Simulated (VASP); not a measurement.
**Single-point calculation, with input and output: Ge (part 1 of 2)**

Ge (Fd-3m, 16 atoms in the cell), computed with Kohn-Sham DFT of a periodic cell, PBEsol, VASP PAW PBE potentials, recommended, no spin polarisation (VASP 6.6.1).

The structure derives from an entry of the Crystallography Open Database. The run did not end well. It belongs to a series of runs on one base structure; here: grid = ENCUT=350 dk=0.9 cell=2x2x2 ISMEAR=0 SIGMA=0.05 LREAL=Auto EDIFF=1e-06.

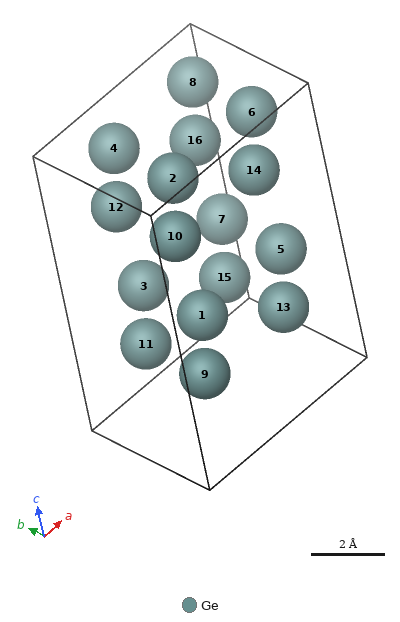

Figure 1. The structure as given in the input (spheres-only view of the cell of the calculation, seen slightly off an axis; atoms are numbered from 1 in the order of the input). An atom can appear more than once, as a periodic image.

## Outcome

```csv
quantity,value
outcome,not converged
space group (tolerance 0.01 Å),Fd-3m (227)
electrons treated,224
free energy,−76.8590 eV
gap on the k-point mesh,none (metallic)
pressure,1.22 GPa
largest force (length of the vector),under 0.001 eV/Å
hardware,"1 thread of AMD EPYC (Zen 5), 176 GiB of memory available, shared host"
wall time,9.2 min
peak memory,0.35 GiB
```

## What went wrong

Settings chosen away from the usual ones: grid = ENCUT=350 dk=0.9 cell=2x2x2 ISMEAR=0 SIGMA=0.05 LREAL=Auto EDIFF=1e-06. The run did not converge. Its last values are not results.

## INCAR
```
SYSTEM = Ge
PREC     = Accurate       ! precision mode
ENCUT    = 350            ! plane-wave cutoff, eV
EDIFF    = 1E-6           ! SCF threshold, eV
ISMEAR   = 0              ! smearing method
SIGMA    = 0.05           ! smearing width, eV
LREAL    = Auto         
LASPH    = .TRUE.         ! aspherical terms in the spheres
NELM     = 120            ! most SCF steps
ALGO     = Fast           ! electronic algorithm
ISIF     = 2              ! what is computed and relaxed
LWAVE    = .FALSE.        ! write WAVECAR
LCHARG   = .FALSE.        ! write CHGCAR
GGA      = PS             ! functional
NBANDS   = 120            ! bands
```

## KPOINTS
```
regular mesh
0
G
  2 2 2
  0 0 0
```

## POSCAR
```
Ge
1.0
    0.0000000000      5.6578200000      5.6578200000
    5.6578200000      0.0000000000      5.6578200000
    5.6578200000      5.6578200000      0.0000000000
Ge
16
Direct
    0.3750000000      0.3750000000      0.3750000000
    0.3750000000      0.3750000000      0.8750000000
    0.3750000000      0.8750000000      0.3750000000
    0.3750000000      0.8750000000      0.8750000000
    0.8750000000      0.3750000000      0.3750000000
    0.8750000000      0.3750000000      0.8750000000
    0.8750000000      0.8750000000      0.3750000000
    0.8750000000      0.8750000000      0.8750000000
    0.2500000000      0.2500000000      0.2500000000
    0.2500000000      0.2500000000      0.7500000000
    0.2500000000      0.7500000000      0.2500000000
    0.2500000000      0.7500000000      0.7500000000
    0.7500000000      0.2500000000      0.2500000000
    0.7500000000      0.2500000000      0.7500000000
    0.7500000000      0.7500000000      0.2500000000
    0.7500000000      0.7500000000      0.7500000000
```

Command:
```bash
cat potpaw_PBE.64/Ge_d/POTCAR > POTCAR
mpirun -np 1 vasp_std > vasp.out
```

## OSZICAR
```
N       E                     dE             d eps       ncg     rms          rms(c)
DAV:   1     0.316687091358E+04    0.31669E+04   -0.79722E+04   816   0.427E+03
DAV:   2     0.641283693039E+03   -0.25256E+04   -0.24837E+04   720   0.108E+03
DAV:   3     0.865474216987E+01   -0.63263E+03   -0.61976E+03   760   0.284E+02
DAV:   4    -0.733717925736E+02   -0.82027E+02   -0.77009E+02   816   0.103E+02
DAV:   5    -0.780237683494E+02   -0.46520E+01   -0.45643E+01   776   0.244E+01    0.986E+00
RMM:   6    -0.772055956123E+02    0.81817E+00   -0.16918E+00   843   0.495E+00    0.565E+00
RMM:   7    -0.768001964848E+02    0.40540E+00   -0.11469E+00   854   0.407E+00    0.483E-01
RMM:   8    -0.768353586416E+02   -0.35162E-01   -0.28540E-01   866   0.186E+00    0.369E-01
RMM:   9    -0.768441823043E+02   -0.88237E-02   -0.71944E-02  1038   0.809E-01    0.393E-01
RMM:  10    -0.768463064960E+02   -0.21242E-02   -0.16086E-02   961   0.273E-01    0.190E-01
[... 100 further cycles ...]
RMM: 111    -0.768588365763E+02   -0.22045E-04   -0.21841E-04   337   0.186E-03    0.484E-04
RMM: 112    -0.768588577288E+02   -0.21152E-04   -0.21367E-04    76   0.169E-03    0.157E-04
RMM: 113    -0.768588784286E+02   -0.20700E-04   -0.20814E-04   200   0.253E-03    0.234E-04
RMM: 114    -0.768588987436E+02   -0.20315E-04   -0.20342E-04    81   0.232E-03    0.229E-04
RMM: 115    -0.768589185870E+02   -0.19843E-04   -0.19865E-04   113   0.246E-03    0.242E-04
RMM: 116    -0.768589379717E+02   -0.19385E-04   -0.19353E-04   137   0.147E-03    0.200E-04
RMM: 117    -0.768589567519E+02   -0.18780E-04   -0.18848E-04    60   0.154E-03    0.354E-04
RMM: 118    -0.768589751007E+02   -0.18349E-04   -0.18424E-04    61   0.195E-03    0.523E-04
RMM: 119    -0.768589930092E+02   -0.17909E-04   -0.17994E-04    92   0.259E-03    0.632E-04
RMM: 120    -0.768590106650E+02   -0.17656E-04   -0.17564E-04   193   0.218E-03
   1 F= -.76859011E+02 E0= -.76853162E+02  d E =-.116979E-01
```

## Parts of OUTCAR
```
SYSTEM = Ge
   PREC = Accurate
   ENCUT = 350
   EDIFF = 1E-6
   ISMEAR = 0
   LREAL = Auto
   LASPH = .TRUE.
   NELM = 120
   ISIF = 2
   GGA = PS

 Found      3 irreducible k-points:

 Following reciprocal coordinates:
            Coordinates               Weight
  0.000000  0.000000  0.000000      1.000000
  0.500000  0.000000  0.000000      4.000000
  0.500000  0.500000  0.000000      3.000000
   k-points           NKPTS =      3   k-points in BZ     NKDIM =      3   number of bands    NBANDS=    120
   number of dos      NEDOS =    301   number of ions     NIONS =     16
   total plane-waves  NPLWV = 125000
   dimension x,y,z NGX =    50 NGY =   50 NGZ =   50
   dimension x,y,z NGXF=   100 NGYF=  100 NGZF=  100
   ions per type =              16
   NGX,Y,Z   is equivalent  to a cutoff of  10.39, 10.39, 10.39 a.u.
   NGXF,Y,Z  is equivalent  to a cutoff of  20.78, 20.78, 20.78 a.u.
 SYSTEM =  Ge
   PREC   = accura    normal or accurate (medium, high low for compatibility)
   ISTART =      0    job   : 0-new  1-cont  2-samecut
   ICHARG =      2    charge: 1-file 2-atom 10-const
   ISPIN  =      1    spin polarized calculation?
   LNONCOLLINEAR =      F non collinear calculations
   LSORBIT =      F    spin-orbit coupling
   LASPH  =      T    aspherical Exc in radial PAW
   ENCUT  =  350.0 eV  25.72 Ry    5.07 a.u.  12.21 12.21 12.21*2*pi/ulx,y,z
   NELM   =    120;   NELMIN=  2; NELMDL= -5     # of ELM steps
   EDIFF  = 0.1E-05   stopping-criterion for ELM
   LREAL  =      T    real-space projection
   EDIFFG = 0.1E-04   stopping-criterion for IOM
   NSW    =      0    number of steps for IOM
   IBRION =     -1    ionic relax: 0-MD 1-quasi-New 2-CG
   NFREE  =      0    steps in history (QN), initial steepest desc. (CG)
   ISIF   =      2    stress and relaxation
   ISYM   =      2    0-nonsym 1-usesym 2-fastsym
   POTIM  = 0.5000    time-step for ionic-motion
   TEBEG  =    0.0;   TEEND  =   0.0 temperature during run
   PSTRESS=    0.0 pullay stress
   NELECT =     224.0000    total number of electrons
   NUPDOWN=      -1.0000    fix difference up-down
   EMIN   =  10.00;   EMAX   =-10.00  energy-range for DOS
   EFERMI =   0.00;   METHOD = LEGACY
   ISMEAR =     0;   SIGMA  =   0.05  broadening in eV -4-tet -1-fermi 0-gaus
   EFERMI_NEDOS =   21; number of points for ismear=-14 and -15
   IALGO  =     68    algorithm
   IMIX   =      4    mixing-type and parameters
     AMIX     =   0.40;   BMIX     =  1.00
     AMIX_MAG =   1.60;   BMIX_MAG =  1.00
  volume/ion in A,a.u.               =      22.64       152.78
  Fermi-wavevector in a.u.,A,eV,Ry     =   1.394756  2.635708 26.468033  1.945346
  Thomas-Fermi vector in A             =   2.518275
   LORBIT       =      0    0 simple, 1 ext, 2 COOP (PROOUT), +10 PAW based schemes
   GGA     = PS    functional components
   LHFCALC =     F    Hartree Fock is set to
   AEXX    =    0.0000 exact exchange contribution
   IVDW    =     0    specifies the selected vdW correction
   LEPSILON=     F    determine dielectric tensor
   LRPA    =     F    only Hartree local field effects (RPA)
 non-spin polarized calculation
 RMM-DIIS sequential band-by-band and
 Gauss-broadening in eV      SIGMA  =   0.05
  energy-cutoff  :      350.00
  volume of cell :      362.22
 maximum number of plane-waves:      5410
 NGX is ok and might be reduce to    50
   NGX = 25   NGY = 25   NGZ = 25

 number of electron     223.9999944 magnetization

 Free energy of the ion-electron system (eV)
  ---------------------------------------------------
  ext. energy  EPLUGINS =         0.00000000
  ---------------------------------------------------
  free energy    TOTEN  =       -76.85901067 eV

  energy without entropy =      -76.84731279  energy(sigma->0) =      -76.85316173

 E-fermi :   4.9320     XC(G=0): -10.0991     alpha+bet :-10.4155

 val. band max:        4.9126531684   @ k =   0.0000   0.0000   0.0000
 cond. band min:       5.0225965259   @ k =   0.0000   0.0000   0.0000
 fundamental gap:      0.1099433575
 Fermi energy:         4.9320120136

 k-point     1 :       0.0000    0.0000    0.0000
  band No.  band energies     occupation
      1     -19.8538      2.00000
      2     -19.8538      2.00000
      3     -19.8538      2.00000
      4     -19.8538      2.00000
      5     -19.8538      2.00000
      6     -19.8538      2.00000
      7     -19.8444      2.00000
      8     -19.8444      2.00000
      9     -19.8444      2.00000
     10     -19.8444      2.00000
     11     -19.8444      2.00000
     12     -19.8444      2.00000
     13     -19.8444      2.00000
     14     -19.8444      2.00000
     15     -19.8199      2.00000
     16     -19.8199      2.00000
     17     -19.8199      2.00000
     18     -19.8022      2.00000
     19     -19.8022      2.00000
     20     -19.8022      2.00000
     21     -19.8022      2.00000
     22     -19.7841      2.00000
     23     -19.7841      2.00000
     24     -19.7685      2.00000
     25     -19.7685      2.00000
     26     -19.7685      2.00000
     27     -19.7685      2.00000
     28     -19.7685      2.00000
     29     -19.7685      2.00000
     30     -19.7420      2.00000
     31     -19.7420      2.00000
     32     -19.7420      2.00000
     33     -19.7420      2.00000
     34     -19.7420      2.00000
     35     -19.7420      2.00000
     36     -19.7420      2.00000
     37     -19.7420      2.00000
     38     -19.6682      2.00000
     39     -19.6682      2.00000
     40     -19.6682      2.00000
     41     -19.6682      2.00000
     42     -19.6682      2.00000
     43     -19.6682      2.00000
     44     -19.6104      2.00000
     45     -19.6104      2.00000
     46     -19.6104      2.00000
     47     -19.6103      2.00000
     48     -19.6103      2.00000
     49     -19.6103      2.00000
     50     -19.6062      2.00000
     51     -19.6062      2.00000
     52     -19.6062      2.00000
     53     -19.6062      2.00000
     54     -19.6062      2.00000
     55     -19.6062      2.00000
     56     -19.6062      2.00000
     57     -19.6062      2.00000
     58     -19.5922      2.00000
     59     -19.5922      2.00000
     60     -19.5922      2.00000
     61     -19.5922      2.00000
     62     -19.5715      2.00000
     63     -19.5715      2.00000
     64     -19.5715      2.00000
     65     -19.5580      2.00000
     66     -19.5580      2.00000
     67     -19.5304      2.00000
     68     -19.5304      2.00000
     69     -19.5304      2.00000
     70     -19.5304      2.00000
     71     -19.5304      2.00000
     72     -19.5304      2.00000
     73     -19.5304      2.00000
     74     -19.5304      2.00000
     75     -19.5163      2.00000
     76     -19.5163      2.00000
     77     -19.5163      2.00000
     78     -19.5163      2.00000
     79     -19.5163      2.00000
     80     -19.5163      2.00000
     81      -7.8950      2.00000
     82      -5.7939      2.00000
     83      -5.7939      2.00000
     84      -5.7939      2.00000
     85      -5.7939      2.00000
     86      -3.9968      2.00000
     87      -3.9968      2.00000
     88      -3.9968      2.00000
     89      -3.9968      2.00000
     90      -3.9968      2.00000
     91      -3.9968      2.00000
     92      -2.7269      2.00000
     93      -2.7269      2.00000
     94      -2.7269      2.00000
     95      -2.7269      2.00000
     96       1.8093      2.00000
     97       1.8093      2.00000
     98       1.8093      2.00000
     99       1.8093      2.00000
    100       1.8093      2.00000
    101       1.8093      2.00000
    102       3.4935      2.00000
    103       3.4935      2.00000
    104       3.4935      2.00000
    105       3.4935      2.00000
    106       3.4935      2.00000
    107       3.4935      2.00000
    108       3.4935      2.00000
    109       3.4935      2.00000
    110       4.9069      1.52290
    111       4.9073      1.51511
    112       4.9073      1.51479
    113       4.9127      1.41600
    114       5.0226      0.01040
    115       5.0226      0.01040
    116       5.0226      0.01040
    117       5.4456      0.00000
    118       5.5564      0.00000
    119       5.5564      0.00000
    120       5.5564      0.00000
```
